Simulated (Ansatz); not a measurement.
## Geometry relaxation, with input and output: CoSi (part 2 of 2)

CoSi (P2₁3, 8 atoms in the cell); DFT PBE, scalar-relativistic, plane waves, PAW, no spin polarisation (Ansatz 0.2.0); cutoff 420 eV, 8×8×8 k-mesh, Gaussian smearing of 0.1 eV. The structure derives from an entry of the Crystallography Open Database.

Geometry of the input (Å; fractional positions):
```
4.4380  0.0000  0.0000
0.0000  4.4380  0.0000
0.0000  0.0000  4.4380
Co 0.1400  0.1400  0.1400
Co 0.3600  0.8600  0.6400
Co 0.6400  0.3600  0.8600
Co 0.8600  0.6400  0.3600
Si 0.8430  0.8430  0.8430
Si 0.6570  0.1570  0.3430
Si 0.3430  0.6570  0.1570
Si 0.1570  0.3430  0.6570
```

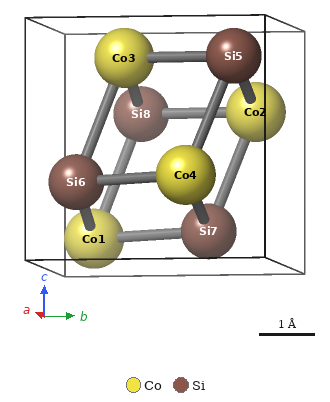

The geometry at step 3 of the log (ball-and-stick view of the cell of the calculation, seen at an oblique angle; atoms are numbered from 1 in the order of the input).

Output, continued:
```
SCF iter   1: F=—  HF=-23052.693252 eV  |F-HF|=—  |Δ(HF+E_count)|=         —  Δρ=1.85e-4  dr2=1.97e-5  ethr=1.96e-8  ⟨swp⟩=2.0  Hψ=9622  notcnv=0
preconditioner: auto → Resta (q_TF=auto, 2.712 Å⁻¹)  ε∞=19.5  [insulator: Δε(μ)=0.139 eV  Ē_g=6.681 eV  σ=0.100 eV  W_gap=0.56  n_scr=26 (ndim 8)  ℏωp=28.7 eV  f_vac=0.000  D(μ)=1.35/eV (n_scr^D=6)  ε∞_Penn≈19.5]
SCF iter   2: F=—  HF=-23052.693496 eV  |F-HF|=—  |Δ(HF+E_count)|=   2.44e-4  Δρ=6.88e-5  dr2=3.77e-6  ethr=1.96e-8  ⟨swp⟩=3.0  Hψ=3655  notcnv=0
SCF iter   3: F=—  HF=-23052.693495 eV  |F-HF|=—  |Δ(HF+E_count)|=   1.16e-6  Δρ=2.27e-5  dr2=5.50e-7  ethr=4.49e-9  ⟨swp⟩=2.2  Hψ=3067  notcnv=0
iter 4 did not close the SCF: its close was put off for the readings that it lacked (scf_convergence_deferred on its scf_iter line)
SCF iter   4: F=-23052.693495 eV  HF=-23052.693495 eV  |F-HF|=9.46e-8  |Δ(HF+E_count)|=   1.76e-7  Δρ=1.09e-5  dr2=8.61e-8  ethr=6.54e-10  ⟨swp⟩=2.0  Hψ=3398  notcnv=0
iter 5 did not close the SCF: its close was put off for the readings that it lacked (scf_convergence_deferred on its scf_iter line)
SCF iter   5: F=-23052.693495 eV  HF=-23052.693495 eV  |F-HF|=4.51e-10  |Δ(HF+E_count)|=   6.38e-9  Δρ=2.32e-6  dr2=2.12e-9  ethr=1.02e-10  ⟨swp⟩=2.0  Hψ=2955  notcnv=0
SCF iter   6: F=-23052.693495 eV  HF=-23052.693495 eV  |F-HF|=1.06e-10  |Δ(HF+E_count)|=  7.02e-10  Δρ=6.79e-7  dr2=1.25e-10  ethr=2.52e-12  ⟨swp⟩=4.7  Hψ=12364  notcnv=0
SCF 5 converged in 6 iterations: F = -23052.693495 eV  dr2 = 1.25e-10
relax step   5: F+E_penalty+E_count = -23052.69349483 eV  Δ(F+E_penalty+E_count) = -7.110e-5 eV  max|allowed force component| = 9.744e-4 eV/Å  Δτ_max = 0.0013 Å  P = -0.027 GPa  Ω = 86.988 Å³  energy of the carried Pulay correction = +2.582e-4 eV  (6 SCF iters, dr2 threshold 1.78e-7 eV, accepted)
Initial wavefunctions: pseudopotential atomic-orbital guess (no wavefunctions were taken with the density)
iter 1 solved again at ethr=1.35e-6 eV; its pass at ethr=3.10e-3 eV (dr2=1.13e-3 eV) is discarded
SCF iter   1: F=—  HF=-23052.693003 eV  |F-HF|=—  |Δ(HF+E_count)|=         —  Δρ=1.94e-5  dr2=4.60e-8  ethr=1.35e-6  ⟨swp⟩=3.0  Hψ=13957  notcnv=0
eigensolver tolerance schedule: the retry pair's looser diagonalisation over-reported the residual by 24677.54 of it (diagonalisation noise at an unbounded share of the residual, at the tolerance the schedule requests for it); recorded, not acted on — ethr = c·dr2/N_el stays at c = 1.0e-1
preconditioner: auto → Resta (q_TF=auto, 2.712 Å⁻¹)  ε∞=19.5  [insulator: Δε(μ)=0.139 eV  Ē_g=6.682 eV  σ=0.100 eV  W_gap=0.56  n_scr=26 (ndim 8)  ℏωp=28.7 eV  f_vac=0.000  D(μ)=1.35/eV (n_scr^D=6)  ε∞_Penn≈19.5]
SCF iter   2: F=—  HF=-23052.693258 eV  |F-HF|=—  |Δ(HF+E_count)|=   2.55e-4  Δρ=1.77e-5  dr2=8.55e-8  ethr=5.47e-11  ⟨swp⟩=3.0  Hψ=5264  notcnv=0
SCF iter   3: F=—  HF=-23052.693258 eV  |F-HF|=—  |Δ(HF+E_count)|=   9.31e-9  Δρ=3.74e-6  dr2=4.41e-9  ethr=5.47e-11  ⟨swp⟩=2.0  Hψ=4149  notcnv=0
SCF iter   4: F=—  HF=-23052.693258 eV  |F-HF|=—  |Δ(HF+E_count)|=   2.01e-9  Δρ=2.24e-7  dr2=2.06e-11  ethr=5.25e-12  ⟨swp⟩=2.0  Hψ=3156  notcnv=0
iter 5 did not close the SCF: its close was put off for the readings that it lacked (scf_convergence_deferred on its scf_iter line)
SCF iter   5: F=-23052.693258 eV  HF=-23052.693258 eV  |F-HF|=3.64e-12  |Δ(HF+E_count)|=  1.13e-10  Δρ=1.85e-7  dr2=2.30e-11  ethr=1.00e-12  ⟨swp⟩=1.0  Hψ=2295  notcnv=0
SCF iter   6: F=-23052.693258 eV  HF=-23052.693258 eV  |F-HF|=1.09e-11  |Δ(HF+E_count)|=  7.28e-12  Δρ=4.16e-8  dr2=1.25e-12  ethr=1.00e-12  ⟨swp⟩=4.1  Hψ=9802  notcnv=0
SCF 6 converged in 6 iterations: F = -23052.693258 eV  dr2 = 1.25e-12
relax step   6: F+E_penalty+E_count = -23052.69325757 eV  Δ(F+E_penalty+E_count) = +2.373e-4 eV  max|allowed force component| = 9.740e-4 eV/Å  Δτ_max = 0.0000 Å  P = -0.032 GPa  Ω = 86.988 Å³  stress off target by 3.23e-2 GPa  SCF on the basis re-selected at this cell (its energy is not comparable with the rows above)  (6 SCF iters)
basis re-selected at this cell: Δ(F+E_penalty+E_count) = +2.373e-4 eV, ΔP = -0.005 GPa vs the last step (what re-selecting the basis moved, of the pressure what is left beyond the Pulay correction that the steps carried, after the strain that the cell walked since its last selection, with what the two solves' SCF thresholds leave and, on support functions, any second-order correction that the steps lacked; it is no measure of the basis error at this ecutwfc). This SCF's stress stands 3.23e-2 GPa from its target on what of the cell is left free (relax.cell.stress_tol is 5.00e-2 GPa) and its largest allowed force component is 9.74e-4 eV/Å (relax.f_tol is 5.00e-3 eV/Å): within both
SCF converged after 6 iterations
Free energy (F): -23052.693258 eV
Harris-Foulkes:  -23052.693258 eV  (|F-HF|=1.09e-11)
Internal energy: -23052.686484 eV  (E = F + TS)
E sigma→0 (E₀):  -23052.689871 eV
Entropy (-TS):   -0.006773 eV (-0.847 meV/atom)
Fermi energy:    16.707409 eV
--- Per-component energies (eV) ---
  E_band       = -946.193693
  E_kinetic    = 2010.699604
  E_local      = -14209.090099  (includes V_loc(G=0)·N_el)
  E_nonlocal   = 1921.067533
  E_hartree    = 6167.420648
  E_xc         = -869.673465
  E_vxc        = -1025.575357  (∫ρ·V_xc dr)
  E_paw        = -8118.544736  (= ΣΔE_a)
  E_vpaw       = -1978.137147  (= ΣTr[D̂ρ^β])
  E_aug_tail   = 0.000354  (compensation charges beyond the density's cutoff)
  E_ewald      = -9954.566324
  E_smearing   = -0.006773  (= −TS)
  E_closure    = -0.000000  (closes the sum)
  Σ components = -23052.693258   (vs F -23052.693258, Δ=0.00e0)
--- Forces (eV/Å), atoms counted from 1 ---
  atom   1  Co    -0.00029302    -0.00029302    -0.00029302
  atom   2  Co     0.00029302     0.00029302    -0.00029302
  atom   3  Co    -0.00029302     0.00029302     0.00029302
  atom   4  Co     0.00029302    -0.00029302     0.00029302
  atom   5  Si     0.00097403     0.00097403     0.00097403
  atom   6  Si    -0.00097403    -0.00097403     0.00097403
  atom   7  Si     0.00097403    -0.00097403    -0.00097403
  atom   8  Si    -0.00097403     0.00097403    -0.00097403
  max |Σ_I F_I| component: 1.53e-16 eV/Å
--- Stress (GPa, compression-positive) ---
       -0.032348       0.000000      -0.000000
        0.000000      -0.032348      -0.000000
       -0.000000      -0.000000      -0.032348
  P = ⅓ Tr σ = -0.0323 GPa (-0.323 kbar)
--- Band table (eV; the first three rows and the last of 45) ---
  k-point 0: bands = ["-78.1341", "-78.1225", "-78.1225", "-78.1225", "-41.5136", "-41.5136", "-41.5136", "-41.4724", "-41.4454", "-41.4454", "-41.4454", "-41.4089", "-41.4089", "-41.3935", "-41.3935", "-41.3935", "2.9787", "8.4854", "8.4854", "8.4854", "11.1713", "11.1713", "11.1713", "12.9098", "12.9098", "12.9098", "13.5635", "13.6033", "13.6033", "13.9573", "13.9573", "13.9573", "14.3804", "14.3804", "14.3804", "15.7786", "15.7786", "15.7786", "15.9127", "15.9127", "16.6868", "16.6868", "16.6868", "19.1884", "19.1884", "19.1884", "19.6009", "19.6009", "20.2562", "20.2562", "20.2562"]
  k-point 1: bands = ["-78.1338", "-78.1238", "-78.1224", "-78.1216", "-41.5174", "-41.5142", "-41.5084", "-41.4736", "-41.4514", "-41.4469", "-41.4379", "-41.4085", "-41.4074", "-41.3949", "-41.3946", "-41.3927", "3.0954", "7.6913", "8.5598", "9.0545", "10.7376", "11.2414", "11.7648", "12.3109", "12.6549", "13.4452", "13.4705", "13.6266", "13.7882", "13.9177", "13.9580", "13.9685", "14.2926", "14.3623", "14.5905", "15.6512", "15.6687", "15.8847", "15.9170", "15.9442", "16.5026", "16.6405", "16.9820", "18.6975", "18.8405", "19.1388", "19.2264", "19.8678", "20.4365", "20.4686", "20.6704"]
  k-point 2: bands = ["-78.1328", "-78.1255", "-78.1220", "-78.1211", "-41.5195", "-41.5156", "-41.5022", "-41.4769", "-41.4552", "-41.4502", "-41.4295", "-41.4077", "-41.4038", "-41.3976", "-41.3968", "-41.3928", "3.4420", "6.7074", "8.7769", "9.5060", "10.5446", "11.3958", "11.7082", "12.2099", "12.4204", "13.1295", "13.6866", "13.6988", "13.8937", "13.9769", "14.0161", "14.0713", "14.2764", "14.4076", "14.7313", "15.3813", "15.6143", "15.8084", "15.9344", "16.0329", "16.3775", "16.5095", "17.4280", "18.3626", "18.3809", "18.6071", "19.1017", "20.1960", "20.6742", "20.7229", "21.3449"]
  k-point 44: bands = ["-78.1253", "-78.1253", "-78.1253", "-78.1253", "-41.5070", "-41.5070", "-41.5070", "-41.5070", "-41.4376", "-41.4376", "-41.4376", "-41.4376", "-41.3927", "-41.3927", "-41.3927", "-41.3927", "7.2288", "7.2288", "7.2288", "7.2288", "9.7155", "9.7155", "9.7155", "9.7155", "13.6550", "13.6550", "13.6550", "13.6550", "13.8653", "13.8653", "13.8653", "13.8653", "15.3583", "15.3583", "15.3583", "15.3583", "15.4691", "15.4691", "15.4691", "15.4691", "16.4724", "16.4724", "16.4724", "16.4724", "22.0734", "22.0734", "22.0734", "22.0734", "22.4484", "22.4484", "22.4484"]
--- Relaxed structure (5 steps of the walk, 5 accepted, 1 SCFs on fresh bases) ---
  F+E_penalty+E_count = -23052.69325757 eV   max|allowed force component| = 9.740e-4 eV/Å   (the final SCF, on the basis selected at the relaxed cell)
  cell:  # Å, volume = 86.9883 Å³
    - [4.430849067487746, -2.6321042573292226e-33, 1.4123486258839729e-33]
    - [-2.5037089277034066e-33, 4.430849067487746, 8.345696425678021e-34]
    - [1.4123486258839729e-33, 8.345696425678021e-34, 4.430849067487746]
  atoms:
    - { symbol: Co, position: [0.14501891223669044, 0.14501891223669044, 0.14501891223669044] }
    - { symbol: Co, position: [0.3549810877633096, 0.8549810877633097, 0.6450189122366904] }
    - { symbol: Co, position: [0.6450189122366904, 0.3549810877633096, 0.8549810877633097] }
    - { symbol: Co, position: [0.8549810877633097, 0.6450189122366904, 0.3549810877633096] }
    - { symbol: Si, position: [0.8431597103505929, 0.8431597103505929, 0.8431597103505929] }
    - { symbol: Si, position: [0.6568402896494071, 0.15684028964940716, 0.3431597103505929] }
    - { symbol: Si, position: [0.3431597103505929, 0.6568402896494071, 0.15684028964940716] }
    - { symbol: Si, position: [0.15684028964940716, 0.3431597103505929, 0.6568402896494071] }
```

Trajectory as extended XYZ (Å, eV, eV/Å), 6 frames, from step=1 to step=6:
```
8
Lattice="4.4380 0.0000 0.0000 0.0000 4.4380 0.0000 0.0000 0.0000 4.4380" Properties=species:S:1:pos:R:3:forces:R:3 step=1 energy=-23052.67222 pressure_GPa=-0.29
Co    0.6213    0.6213    0.6213    0.1522   0.1522   0.1522
Co    1.5977    3.8167    2.8403   -0.1522  -0.1522   0.1522
Co    2.8403    1.5977    3.8167    0.1522  -0.1522  -0.1522
Co    3.8167    2.8403    1.5977   -0.1522   0.1522  -0.1522
Si    3.7412    3.7412    3.7412   -0.0219  -0.0219  -0.0219
Si    2.9158    0.6968    1.5222    0.0219   0.0219  -0.0219
Si    1.5222    2.9158    0.6968   -0.0219   0.0219   0.0219
Si    0.6968    1.5222    2.9158    0.0219  -0.0219   0.0219
8
Lattice="4.4356 0.0000 0.0000 0.0000 4.4356 0.0000 0.0000 0.0000 4.4356" Properties=species:S:1:pos:R:3:forces:R:3 step=2 energy=-23052.68005 pressure_GPa=-0.12
Co    0.6255    0.6255    0.6255    0.1224   0.1224   0.1224
Co    1.5923    3.8101    2.8434   -0.1224  -0.1224   0.1224
Co    2.8434    1.5923    3.8101    0.1224  -0.1224  -0.1224
Co    3.8101    2.8434    1.5923   -0.1224   0.1224  -0.1224
Si    3.7388    3.7388    3.7388   -0.0069  -0.0069  -0.0069
Si    2.9146    0.6968    1.5210    0.0069   0.0069  -0.0069
Si    1.5210    2.9146    0.6968   -0.0069   0.0069   0.0069
Si    0.6968    1.5210    2.9146    0.0069  -0.0069   0.0069
8
Lattice="4.4320 0.0000 0.0000 0.0000 4.4320 0.0000 0.0000 0.0000 4.4320" Properties=species:S:1:pos:R:3:forces:R:3 step=3 energy=-23052.69271 pressure_GPa=-0.31
Co    0.6452    0.6452    0.6452   -0.0175  -0.0175  -0.0175
Co    1.5709    3.7869    2.8612    0.0175   0.0175  -0.0175
Co    2.8612    1.5709    3.7869   -0.0175   0.0175   0.0175
Co    3.7869    2.8612    1.5709    0.0175  -0.0175   0.0175
Si    3.7393    3.7393    3.7393   -0.0292  -0.0292  -0.0292
Si    2.9088    0.6928    1.5233    0.0292   0.0292  -0.0292
Si    1.5233    2.9088    0.6928   -0.0292   0.0292   0.0292
Si    0.6928    1.5233    2.9088    0.0292  -0.0292   0.0292
8
Lattice="4.4290 0.0000 0.0000 0.0000 4.4290 0.0000 0.0000 0.0000 4.4290" Properties=species:S:1:pos:R:3:forces:R:3 step=4 energy=-23052.69342 pressure_GPa=0.27
Co    0.6423    0.6423    0.6423    0.0004   0.0004   0.0004
Co    1.5722    3.7867    2.8568   -0.0004  -0.0004   0.0004
Co    2.8568    1.5722    3.7867    0.0004  -0.0004  -0.0004
Co    3.7867    2.8568    1.5722   -0.0004   0.0004  -0.0004
Si    3.7336    3.7336    3.7336    0.0119   0.0119   0.0119
Si    2.9099    0.6954    1.5191   -0.0119  -0.0119   0.0119
Si    1.5191    2.9099    0.6954    0.0119  -0.0119  -0.0119
Si    0.6954    1.5191    2.9099   -0.0119   0.0119  -0.0119
8
Lattice="4.4308 0.0000 0.0000 0.0000 4.4308 0.0000 0.0000 0.0000 4.4308" Properties=species:S:1:pos:R:3:forces:R:3 step=5 energy=-23052.69349 pressure_GPa=-0.03
Co    0.6426    0.6426    0.6426   -0.0003  -0.0003  -0.0003
Co    1.5729    3.7883    2.8580    0.0003   0.0003  -0.0003
Co    2.8580    1.5729    3.7883   -0.0003   0.0003   0.0003
Co    3.7883    2.8580    1.5729    0.0003  -0.0003   0.0003
Si    3.7359    3.7359    3.7359    0.0010   0.0010   0.0010
Si    2.9104    0.6949    1.5205   -0.0010  -0.0010   0.0010
Si    1.5205    2.9104    0.6949    0.0010  -0.0010  -0.0010
Si    0.6949    1.5205    2.9104   -0.0010   0.0010  -0.0010
8
Lattice="4.4308 0.0000 0.0000 0.0000 4.4308 0.0000 0.0000 0.0000 4.4308" Properties=species:S:1:pos:R:3:forces:R:3 step=6 energy=-23052.69326 pressure_GPa=-0.03
Co    0.6426    0.6426    0.6426   -0.0003  -0.0003  -0.0003
Co    1.5729    3.7883    2.8580    0.0003   0.0003  -0.0003
Co    2.8580    1.5729    3.7883   -0.0003   0.0003   0.0003
Co    3.7883    2.8580    1.5729    0.0003  -0.0003   0.0003
Si    3.7359    3.7359    3.7359    0.0010   0.0010   0.0010
Si    2.9104    0.6949    1.5205   -0.0010  -0.0010   0.0010
Si    1.5205    2.9104    0.6949    0.0010  -0.0010  -0.0010
Si    0.6949    1.5205    2.9104   -0.0010   0.0010  -0.0010
```

Summary:

```json
{"quantity": "outcome", "value": "converged"}
{"quantity": "space group (tolerance 0.01 Å)", "value": "P2₁3 (198)"}
{"quantity": "electrons treated", "value": "84"}
{"quantity": "free energy", "value": "−23052.6933 eV"}
{"quantity": "Fermi energy", "value": "16.707 eV"}
{"quantity": "gap on the k-point mesh", "value": "none (metallic)"}
{"quantity": "pressure", "value": "−0.03 GPa"}
{"quantity": "final volume", "value": "86.99 Å³"}
{"quantity": "largest force (length of the vector) at the end", "value": "0.002 eV/Å"}
{"quantity": "final cell", "value": "a = 4.431 Å, b = 4.431 Å, c = 4.431 Å, α = 90.00°, β = 90.00°, γ = 90.00°"}
{"quantity": "hardware", "value": "2 threads of Intel Xeon @ 2.70GHz, 189 GiB of memory available, shared host"}
{"quantity": "wall time", "value": "82 s (CPU time 2.7 min)"}
{"quantity": "peak memory", "value": "0.5 GiB"}
```

The run has no spin polarisation, so a magnetic state may lie lower.
